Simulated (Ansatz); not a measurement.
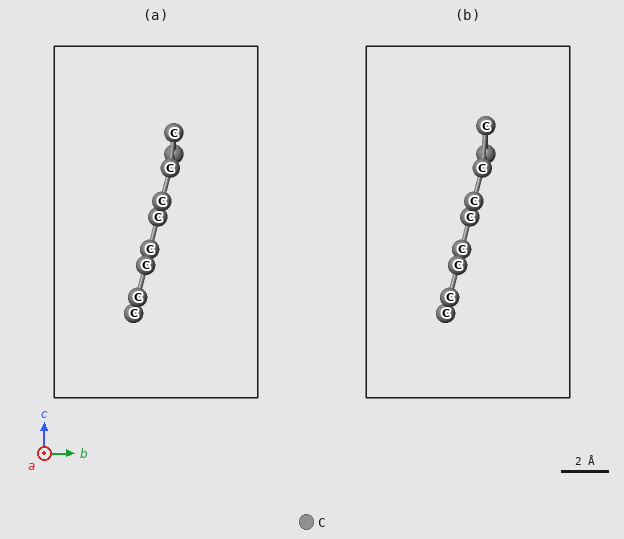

The structure of a slab of composition C (cut from the P6/mmm phase) before (left) and after (right) a constrained relaxation, at one scale.

Style: ball-and-stick. Shown: the 2 repeat of the cell, with the vacuum cut short, along the a axis.

Case: C over the place (3/6, 0/6) of the surface cell, its height relaxed. The slab is the (1 0 1) face of C with C on it. 8 atoms are held fixed.

Computed with DFT PBEsol, scalar-relativistic, plane waves, PAW (Ansatz 0.2.0). (plane-wave cutoff 420 eV; k-point mesh 12 × 4 × 1; occupations gaussian; smearing width 0.1 eV; no spin polarisation; dipole correction; atoms relaxed in a fixed cell; force threshold 0.02 eV/Å; at most 25 steps)

### Describe what moved and what it gained.

Over 6 geometry steps the energy falls by 0.291 eV per cell of the calculation. The largest force component goes from 2.7 to 0.0017 eV/Å. The largest move is that of a C atom, 0.30 Å. The cell stays as it was. Among the contacts that change: C–C 1.527 → 1.829 Å, C–C 1.536 → 1.734 Å. Among the angles between lasting bonds that change: C–C–C 106.4° → 90.3°, C–C–C 63.0° → 71.0°, C–C–C 167.4° → 160.1°.

Limits of the set-up: the periodic images lie only 2.5 Å apart, so the values are limited by the cell's size.
